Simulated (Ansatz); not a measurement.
# CdS: what the fields show

The calculation's input:

```
crystal:
  lattice:
    - [7.2080003, 0.0, 0.0]
    - [0.0, 7.2080003, 0.0]
    - [0.0, 0.0, 4.2120102]
  atoms:
    - { symbol: Cd, position: [0.678677, 0.678677, 0.0] }
    - { symbol: Cd, position: [0.178677, 0.821323, 0.5] }
    - { symbol: Cd, position: [0.821323, 0.178677, 0.5] }
    - { symbol: Cd, position: [0.321323, 0.321323, 0.0] }
    - { symbol: S, position: [0.8175, 0.8175, 0.5] }
    - { symbol: S, position: [0.1825, 0.1825, 0.5] }
    - { symbol: S, position: [0.6825, 0.3175, 0.0] }
    - { symbol: S, position: [0.3175, 0.6825, 0.0] }
basis:
  ecutwfc: 420
kpoints:
  mp_grid: { grid: [4, 4, 6] }
hamiltonian:
  xc: pbe
scf:
  occupations: { method: gaussian, width: 0.02 }
output:
  forces: true
  stress: true
  eigenvalues: true
  write_density: true
  write_potential: true
  elf: true
  volumetric_format: npy
relax:
  adjacent_minimum: "off"
  f_tol: 0.01
  max_steps: 80
  cell: { stress_tol: 0.05 }
```

Command:

```sh
ansatz run input.yaml --threads 4 --pin off --max-ram 8192MiB --backend cpu --events-out ev --progress --plain --runs-dir out
```

Below, planes, directions and counts refer to the conventional cell (a = 7.21 Å, b = 7.21 Å, c = 4.21 Å, α = 90.00°, β = 90.00°, γ = 90.00°).

The fields are those of the run's last geometry, not of the input's.

Space group P4₂/mnm; a structure generated by program, which may or may not match a known phase.

Method: DFT PBE, scalar-relativistic, plane waves, PAW (Ansatz 0.2.0).

The density is the valence pseudo-density of a PAW calculation; it isn't the true density close to the nuclei.

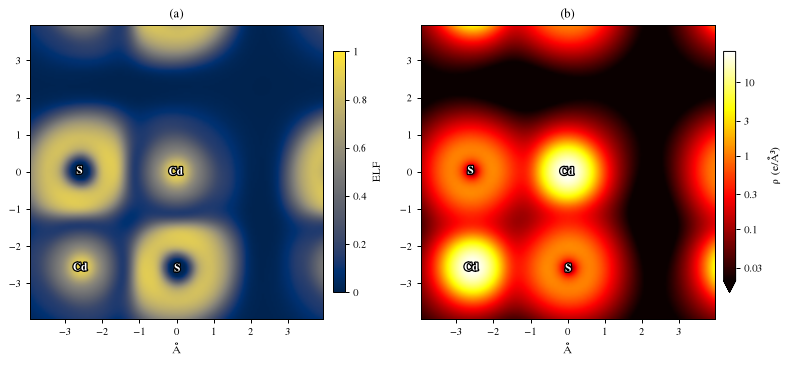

Figure 1. (a) electron localisation function; (b) valence charge density (pseudo) on the (001) plane of the conventional cell.

Read the bonding off the picture.

Answer. Atoms in the plane: Cd and S. Cd–S (2.60 Å): the density is about 0.37 e/Å³ at the midpoint; the ELF peaks at about 0.90 in the valence shell of S, 0.8 Å from its nucleus, and drops to about 0.15 between the two atoms. Between the atoms the lowest density in this plane is 0.006 e/Å³. The features right at Cd lie inside the PAW spheres, where the map follows smoothed inner orbitals and isn't to be read closely.

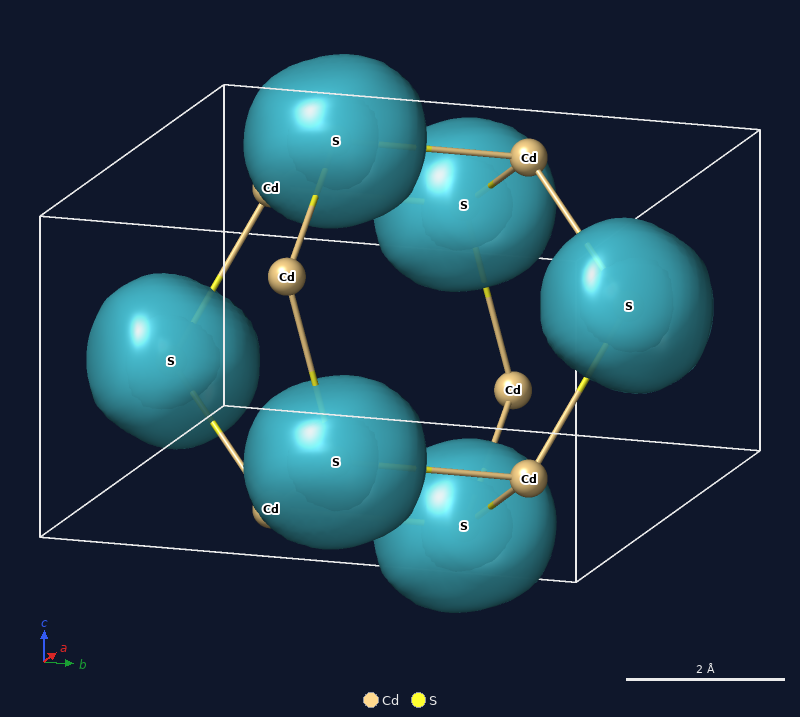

Figure 2. Isosurface of the ELF at 0.75 (cyan), seen at an oblique angle. Only the valence region is drawn (cores and ρ < 0.01 e/Å³ removed). Sticks mark near contacts.

Describe the localisation domains.

Answer. At this value the surface marks out four regions wrapped around S (the valence shell of each), counted in one cell of 8 atoms. Regions shared between cells count once.


Cd–S (2.54 Å): the ELF peaks at about 0.90 in the valence shell of S, 0.8 Å from its nucleus, and is about 0.35 at the midpoint.

Does the calculation make it a metal, or give it a gap?

Answer. It is gapped, with a Kohn–Sham gap of 1.2 eV on the k-point mesh (the band edges may lie off the mesh, which would make the gap smaller).
